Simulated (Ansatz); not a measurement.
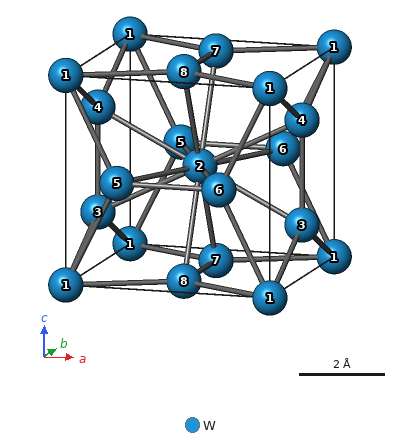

Fig. 1: The structure as given in the input (ball-and-stick view of the cell of the calculation, seen slightly off an axis; atoms are numbered from 1 in the order of the input).

# Single-point calculation, with input and output: W

W (Pm-3n, 8 atoms in the cell), computed with DFT, PBE, plane waves, PAW, no spin polarisation (Ansatz 0.2.0).

The structure derives from an entry of the Crystallography Open Database. Figures and captions count atoms from 1; the log counts them from 0 in places.

### Input
```yaml
crystal:
  lattice:
    - [5.0867655933, 0.0, 0.0]
    - [0.0, 5.0867655933, 0.0]
    - [0.0, 0.0, 5.0867655933]
  atoms:
    - { symbol: W, position: [0.0, 0.0, 0.0] }
    - { symbol: W, position: [0.5, 0.5, 0.5] }
    - { symbol: W, position: [0.0, 0.5, 0.25] }
    - { symbol: W, position: [0.0, 0.5, 0.75] }
    - { symbol: W, position: [0.25, 0.0, 0.5] }
    - { symbol: W, position: [0.75, 0.0, 0.5] }
    - { symbol: W, position: [0.5, 0.75, 0.0] }
    - { symbol: W, position: [0.5, 0.25, 0.0] }
basis:
  ecutwfc: 240.0
kpoints:
  mp_grid: { grid: [8, 8, 8] }
  band_path:
    path:
      - [[0.0, 0.0, 0.0], [0.0, 0.5, 0.0], [0.5, 0.5, 0.0], [0.0, 0.0, 0.0], [0.5, 0.5, 0.5], [0.0, 0.5, 0.0]]
      - [[0.5, 0.5, 0.5], [0.5, 0.5, 0.0]]
    npoints: 14
hamiltonian:
  xc: pbe
scf:
  occupations: { method: fermi_dirac, width: 0.15 }
  n_extra_bands: 20
output:
  forces: true
  stress: true
  eigenvalues: true
  populations: true
  dos: { projected: true, de: 0.02, nscf_kmesh: { grid: [12, 12, 12] } }
  bader: true
  write_density: true
  write_potential: true
  elf: true
  volumetric_format: npy
```

Launched with:
```bash
ansatz run input.yaml --threads 1 --pin off --max-ram 2560MiB --backend cpu --events-out ev --progress --plain --runs-dir out
```

### Output
```
Warning: basis.ecutwfc = 240 eV is below the records' recommended 420 eV, and the density's cutoff is lower with it unless basis.ecutrho_ratio is high enough to keep the records' density cutoff: compare with a run at a higher cutoff
scf.n_extra_bands = 20 over 56 filled bands (N_el = 112.0): the run solves 76 bands
Engine: ansatz 0.2.0, aarch64-unknown-linux-gnu
Pseudopotentials: kind: paw
Pseudopotential: W, paw, valence charge 14, recommended cutoff 420 eV (normal), W.paw.azcp
Functional definition: PBE
  parameter kappa = 0.804
  parameter beta = 0.06672455060314922
  exchange = pbe_x(kappa = kappa, mu = beta*pi^2/3)
  correlation = pbe_c(beta = beta)
Crystal: 8 atoms, lattice volume = 131.621 Å³
Basis set: ecut = 240 eV, 1141 PW (Γ), exchange–correlation on 54×54×54 points (8 copies of the dense FFT grid, shifted against one another)
Bands: 76, of which v1, the nominal top of the filled ones, is band 56 counted from 1 (55 counted from 0)
Symmetry: 48 space group operations
Space group: Pm-3n (ITA 223), of the structure as read, at distance tolerance 5.1e-5 Å
k-points: 35 of 512
Non-local potential: W, projectors of the file, l = 0: 3, l = 1: 2, l = 2: 2, l = 3: 1
PAW form: soft (Blöchl's): semilocal exchange-correlation on the pseudo side does not see the compensation charge
PAW one-centre angular grid: W, 590 points (default); XC on 64 Gauss nodes
Initial density: superposition of atomic densities (neutral atoms: chi_scale 0, normalization atom), corrected by the library's trained network
Initial wavefunctions: pseudopotential atomic-orbital guess
Functional: x = pbe(κ = 0.804, μ = 0.2195149727645171), c = pbe(β = 0.06672455060314922)
SCF iter   1: F=—  HF=-83071.950135 eV  |F-HF|=—  |Δ(HF+E_count)|=         —  Δρ=2.52e-2  dr2=3.02e-1  ethr=1.77e-3  ⟨swp⟩=4.6  Hψ=9488  notcnv=0
preconditioner: auto → Kerker (q_TF=auto, 2.656 Å⁻¹)  [metal: Δε(μ)=0.103 eV  Ē_g=6.030 eV  σ=0.150 eV  W_gap=0.17  n_scr=32 (ndim 8)  ℏωp=22.4 eV  f_vac=0.000  D(μ)=3.14/eV (n_scr^D=18)]
SCF iter   2: F=—  HF=-83071.856542 eV  |F-HF|=—  |Δ(HF+E_count)|=   9.36e-2  Δρ=1.35e-2  dr2=8.51e-2  ethr=2.70e-4  ⟨swp⟩=1.0  Hψ=3080  notcnv=0
SCF iter   3: F=—  HF=-83071.821685 eV  |F-HF|=—  |Δ(HF+E_count)|=   3.49e-2  Δρ=8.10e-4  dr2=4.35e-4  ethr=7.59e-5  ⟨swp⟩=2.1  Hψ=4604  notcnv=0
SCF iter   4: F=—  HF=-83071.821595 eV  |F-HF|=—  |Δ(HF+E_count)|=   8.96e-5  Δρ=8.06e-5  dr2=5.78e-6  ethr=3.88e-7  ⟨swp⟩=2.0  Hψ=3379  notcnv=0
SCF iter   5: F=—  HF=-83071.821587 eV  |F-HF|=—  |Δ(HF+E_count)|=   7.98e-6  Δρ=1.46e-5  dr2=2.80e-7  ethr=5.16e-9  ⟨swp⟩=2.4  Hψ=4568  notcnv=0
SCF iter   6: F=-83071.821587 eV  HF=-83071.821587 eV  |F-HF|=1.59e-9  |Δ(HF+E_count)|=   4.60e-8  Δρ=1.86e-6  dr2=4.08e-9  ethr=8.93e-11  ⟨swp⟩=8.9  Hψ=13383  notcnv=0
SCF 1 converged in 6 iterations: F = -83071.821587 eV  dr2 = 4.08e-9
  greatest PAW one-centre occupation: 1.003 electrons in one spin orbital (limit 2), on the W atom at site 0 (counted from 0), in its partial waves of l = 1
NSCF: frozen V_eff on 86 k-points
NSCF: frozen V_eff on 84 k-points
SCF converged after 6 iterations
Free energy (F): -83071.821587 eV
Harris-Foulkes:  -83071.821587 eV  (|F-HF|=1.59e-9)
Internal energy: -83071.561635 eV  (E = F + TS)
E sigma→0 (E₀):  -83071.691611 eV
Entropy (-TS):   -0.259952 eV (-32.494 meV/atom)
Fermi energy:    21.490912 eV
--- Per-component energies (eV) ---
  E_band       = -762.484427
  E_kinetic    = 3592.641326
  E_local      = -5032.772798  (includes V_loc(G=0)·N_el)
  E_nonlocal   = -9.640188
  E_hartree    = 1791.367340
  E_xc         = -2132.260064
  E_vxc        = -1907.496714  (∫ρ·V_xc dr)
  E_paw        = -68489.765251  (= ΣΔE_a)
  E_vpaw       = -987.947560  (= ΣTr[D̂ρ^β])
  E_aug_tail   = -0.004361  (compensation charges beyond the density's cutoff)
  E_ewald      = -12791.127639
  E_smearing   = -0.259952  (= −TS)
  E_closure    = 0.000000  (closes the sum)
  Σ components = -83071.821587   (vs F -83071.821587, Δ=0.00e0)
--- Forces (eV/Å), atoms counted from 1 ---
  atom   1  W      0.00000000     0.00000000     0.00000000
  atom   2  W      0.00000000    -0.00000000     0.00000000
  atom   3  W      0.00000000     0.00000000    -0.00000000
  atom   4  W      0.00000000     0.00000000     0.00000000
  atom   5  W     -0.00000000     0.00000000     0.00000000
  atom   6  W      0.00000000     0.00000000    -0.00000000
  atom   7  W     -0.00000000     0.00000000     0.00000000
  atom   8  W      0.00000000     0.00000000     0.00000000
  max |Σ_I F_I| component: 3.41e-17 eV/Å
--- Stress (GPa, compression-positive) ---
        0.002676      -0.000000       0.000000
        0.000000       0.002676       0.000000
       -0.000000       0.000000       0.002676
  P = ⅓ Tr σ = 0.0027 GPa (0.027 kbar)
--- Band table (eV; the first three rows and the last of 35) ---
  k-point 0: bands = ["-52.8205", "-52.7822", "-52.7822", "-52.6502", "-52.6502", "-52.6502", "-52.4221", "-52.4106", "-17.6798", "-17.6798", "-17.5741", "-17.2755", "-17.2755", "-17.2755", "-16.8984", "-16.8984", "-16.8984", "-16.7240", "-16.7240", "-16.7240", "-16.6507", "-16.6507", "-16.6507", "-16.3491", "-16.3491", "-16.3491", "-16.3358", "-16.3358", "-16.3358", "-15.9755", "-15.9755", "-15.9755", "12.2983", "15.7486", "15.7486", "16.6979", "17.2236", "17.2236", "17.2236", "17.7733", "18.1551", "18.1551", "18.1551", "18.7416", "18.7416", "18.7416", "18.8395", "19.4363", "19.4363", "19.4494", "19.4494", "19.4494", "20.0265", "20.0265", "21.0448", "21.0448", "21.0448", "23.0882", "23.0882", "23.0882", "23.1037", "23.1037", "23.1037", "23.2983", "23.2983", "24.4172", "24.4172", "25.3498", "25.3498", "25.3498", "26.3514", "26.3514", "26.3514", "27.1649", "27.1649", "27.1649"]
  k-point 1: bands = ["-52.8175", "-52.7815", "-52.7769", "-52.6558", "-52.6501", "-52.6501", "-52.4203", "-52.4118", "-17.6868", "-17.6548", "-17.5520", "-17.2469", "-17.2469", "-17.1930", "-16.9186", "-16.9186", "-16.8811", "-16.7205", "-16.7103", "-16.7103", "-16.6581", "-16.6581", "-16.6482", "-16.3668", "-16.3423", "-16.3423", "-16.3191", "-16.3081", "-16.3081", "-16.0131", "-15.9601", "-15.9601", "12.4439", "15.6958", "15.9071", "16.4018", "17.2267", "17.2267", "17.6236", "17.7933", "18.0357", "18.0357", "18.1687", "18.4074", "18.7818", "18.7956", "18.7956", "18.9225", "19.5341", "19.5341", "19.7551", "19.8839", "20.0627", "20.0892", "21.0389", "21.0389", "21.2153", "22.3352", "23.0091", "23.0091", "23.0700", "23.3035", "23.3060", "23.3060", "24.1827", "24.2537", "24.3043", "25.4048", "25.4048", "25.5192", "25.9393", "25.9393", "26.3516", "26.3658", "27.4995", "27.4995"]
  k-point 2: bands = ["-52.8103", "-52.7836", "-52.7657", "-52.6713", "-52.6503", "-52.6503", "-52.4195", "-52.4136", "-17.6919", "-17.6516", "-17.4198", "-17.2279", "-17.2279", "-17.1239", "-16.9588", "-16.9588", "-16.8542", "-16.7134", "-16.6905", "-16.6905", "-16.6678", "-16.6678", "-16.6655", "-16.4519", "-16.3619", "-16.3274", "-16.3274", "-16.2956", "-16.2956", "-16.2101", "-15.9545", "-15.9545", "12.8614", "15.4962", "16.0034", "16.2273", "17.1938", "17.1938", "17.6097", "17.8581", "17.8581", "17.9531", "18.2126", "18.2760", "18.6475", "18.8280", "18.8677", "18.8677", "19.8262", "19.8262", "19.9228", "20.0089", "20.2663", "20.3095", "20.9269", "20.9269", "21.6071", "21.6287", "22.7104", "22.7104", "23.0269", "23.3982", "23.7332", "23.7332", "23.9423", "24.0319", "25.1008", "25.1269", "25.3418", "25.3418", "25.6506", "25.6506", "25.8168", "26.3620", "27.7170", "27.7170"]
  k-point 34: bands = ["-52.7204", "-52.7204", "-52.7204", "-52.7204", "-52.7204", "-52.7204", "-52.4208", "-52.4208", "-17.0457", "-17.0457", "-17.0457", "-17.0457", "-17.0457", "-17.0457", "-16.9900", "-16.9900", "-16.7008", "-16.7008", "-16.7008", "-16.7008", "-16.7008", "-16.7008", "-16.6771", "-16.6771", "-16.6771", "-16.6771", "-16.3753", "-16.3753", "-16.3753", "-16.3753", "-16.3753", "-16.3753", "16.4859", "16.4859", "16.4859", "16.4859", "16.4859", "16.4859", "16.9852", "16.9852", "18.2909", "18.2909", "18.2909", "18.2909", "19.1570", "19.1570", "19.1570", "19.1570", "19.1570", "19.1570", "20.1424", "20.1424", "20.1424", "20.1424", "20.1424", "20.1424", "22.8443", "22.8443", "22.8443", "22.8443", "22.8443", "22.8443", "24.4563", "24.4563", "24.4563", "24.4563", "24.4563", "24.4563", "25.2945", "25.2945", "25.4104", "25.4104", "25.4104", "25.4104", "25.8924", "25.8924"]
--- Löwdin populations: 8 sites ---
  site symbol       q [e]
     0      W     13.8919
     1      W     13.8919
     2      W     13.8643
     3      W     13.8643
     4      W     13.8643
     5      W     13.8643
     6      W     13.8643
     7      W     13.8643
  spilling = 0.009200 (of n_electrons = 112.000000)
--- Bader charges: 8 sites ---
  site symbol  charge [e]  shift [e]
     0      W     -0.3045     0.0000
     1      W     -0.3053     0.0000
     2      W      0.1016     0.0000
     3      W      0.1016     0.0000
     4      W      0.1016     0.0000
     5      W      0.1016     0.0000
     6      W      0.1016     0.0000
     7      W      0.1016     0.0000
  estimated error of the sums over rays = 6.6e-4 e
```

### File bader_charges.tsv
```
# site	symbol	x_ang	y_ang	z_ang	partial_charge_e	electrons	volume_ang3	relative_density_drop	shared_charge_e	partial_wave_shift_e
# quadrature_error_electrons = 6.6e-4
0	W	0.0000	0.0000	0.0000	-0.30454	74.30454	17.22	-	-0.30454	0.00000
1	W	2.5434	2.5434	2.5434	-0.30529	74.30529	17.22	-	-0.30529	0.00000
2	W	0.0000	2.5434	1.2717	0.10163	73.89837	16.20	-	0.10163	0.00000
3	W	0.0000	2.5434	3.8151	0.10165	73.89835	16.20	-	0.10165	0.00000
4	W	1.2717	0.0000	2.5434	0.10164	73.89836	16.20	-	0.10164	0.00000
5	W	3.8151	0.0000	2.5434	0.10163	73.89837	16.20	-	0.10163	0.00000
6	W	2.5434	3.8151	0.0000	0.10165	73.89835	16.20	-	0.10165	0.00000
7	W	2.5434	1.2717	0.0000	0.10163	73.89837	16.20	-	0.10163	0.00000
```

### Results in brief

- outcome: converged
- space group (tolerance 0.01 Å): Pm-3n (223)
- electrons treated: 112
- free energy: −83071.8216 eV
- Fermi energy: 21.491 eV
- gap on the k-point mesh: none (metallic)
- pressure: 0.00 GPa
- largest force (length of the vector): under 0.001 eV/Å
- hardware: 1 thread of Arm Neoverse V1, 24 GiB of memory available, shared host
- wall time: 2 min
- peak memory: 0.47 GiB

### Notes

These settings are looser than, or depart from, a standard set-up, so the numbers are not reference values for this system. Results for this metal are sensitive to the k-point mesh. The program warns: the cutoff is below the recommended one. Spin–orbit coupling is left out, which matters for W.
